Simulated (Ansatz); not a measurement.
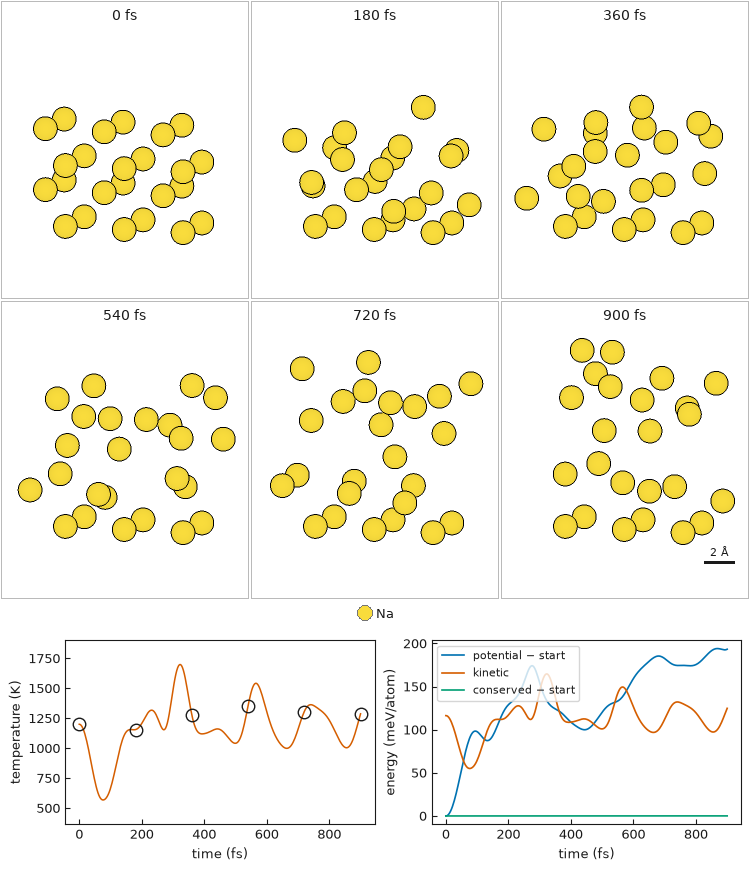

A Born-Oppenheimer molecular dynamics run of a slab of Na(100) (24 atoms in the cell), 900 fs long. Frames and the history of the run. Style: spheres-only. Shown: the simulation cell, with the vacuum cut short, slightly off an axis. Atoms that leave the cell re-enter on the other side.

Method: Ansatz, DFT PBEsol, scalar-relativistic, plane waves, PAW. Set-up: plane-wave cutoff 420 eV; k-point mesh 2 × 1 × 1; Fermi-Dirac smearing 0.15 eV; low-accuracy preset; 6 atoms held fixed; Nosé-Hoover thermostat (NVT); set temperature 1200 K; time step 3 fs; thermostat time 50.0 fs.

The input:
```yaml
accuracy: low
crystal:
  lattice:
    - [8.46, 0.0, 0.0]
    - [0.0, 12.69, 0.0]
    - [0.0, 0.0, 18.345]
  atoms:
    - { symbol: Na, position: [0.25, 0.16666667, 0.05451078] }
    - { symbol: Na, position: [0.75, 0.16666667, 0.05451078] }
    - { symbol: Na, position: [0.25, 0.5, 0.05451078] }
    - { symbol: Na, position: [0.75, 0.5, 0.05451078] }
    - { symbol: Na, position: [0.25, 0.83333333, 0.05451078] }
    - { symbol: Na, position: [0.75, 0.83333333, 0.05451078] }
    - { symbol: Na, position: [0.0, 0.0, 0.16980103] }
    - { symbol: Na, position: [0.5, 0.0, 0.16980103] }
    - { symbol: Na, position: [0.0, 0.33333333, 0.16980103] }
    - { symbol: Na, position: [0.5, 0.33333333, 0.16980103] }
    - { symbol: Na, position: [0.0, 0.66666667, 0.16980103] }
    - { symbol: Na, position: [0.5, 0.66666667, 0.16980103] }
    - { symbol: Na, position: [0.25, 0.16666667, 0.28509133] }
    - { symbol: Na, position: [0.75, 0.16666667, 0.28509133] }
    - { symbol: Na, position: [0.25, 0.5, 0.28509133] }
    - { symbol: Na, position: [0.75, 0.5, 0.28509133] }
    - { symbol: Na, position: [0.25, 0.83333333, 0.28509133] }
    - { symbol: Na, position: [0.75, 0.83333333, 0.28509133] }
    - { symbol: Na, position: [0.0, 0.0, 0.40038158] }
    - { symbol: Na, position: [0.5, 0.0, 0.40038158] }
    - { symbol: Na, position: [0.0, 0.33333333, 0.40038158] }
    - { symbol: Na, position: [0.5, 0.33333333, 0.40038158] }
    - { symbol: Na, position: [0.0, 0.66666667, 0.40038158] }
    - { symbol: Na, position: [0.5, 0.66666667, 0.40038158] }
basis:
  ecutwfc: 420.0
kpoints:
  mp_grid: { grid: [2, 1, 1] }
hamiltonian:
  xc: pbesol
scf:
  occupations: { method: fermi_dirac, width: 0.15 }
  lower_state_search: "off"
md:
  timestep: 3.0
  n_steps: 300
  ensemble: nvt_nose_hoover
  temperature: 1200.0
  initial_velocities: maxwell_boltzmann
  seed: 254099
  nose_hoover: { tau: 50.0, chain_length: 3 }
  constraints: [{ sites: [0, 1, 2, 3, 4, 5] }]
```

Run as
```bash
ansatz run input.yaml --threads 4 --pin off --max-ram 10240MiB --backend cpu --events-out ev --progress --plain --runs-dir out
```

Describe the run.

In the second half of the run the atoms are, in the root-mean-square, this far from where they began (common drift taken out): Na 3.69 Å. That is a large part of the typical shortest distance between atoms in the first frame, about 3.7 Å and still growing: the atoms leave their places as in a liquid, so the crystal loses its order. The mean temperature in the second half is 1195 K (standard deviation 152 K). The potential energy is still drifting at the end, so the run hasn't reached equilibrium. The potential energy in the second half lies on average 162 meV per atom above the first frame. The conserved quantity stays between −0.00021 and 0.11 meV per atom of its start. A straight-line fit has a slope that amounts to +0.051 meV per atom over 900 fs (under 0.1 % of the mean kinetic energy), and the ripple about it is under 0.1 % of the kinetic energy's fluctuation. With a drift under 2 % and a ripple under 7 %, the integration is accurate.

Limits of the set-up: the k-point mesh is coarse for a cell with partly filled bands; the program's low-accuracy preset was used.
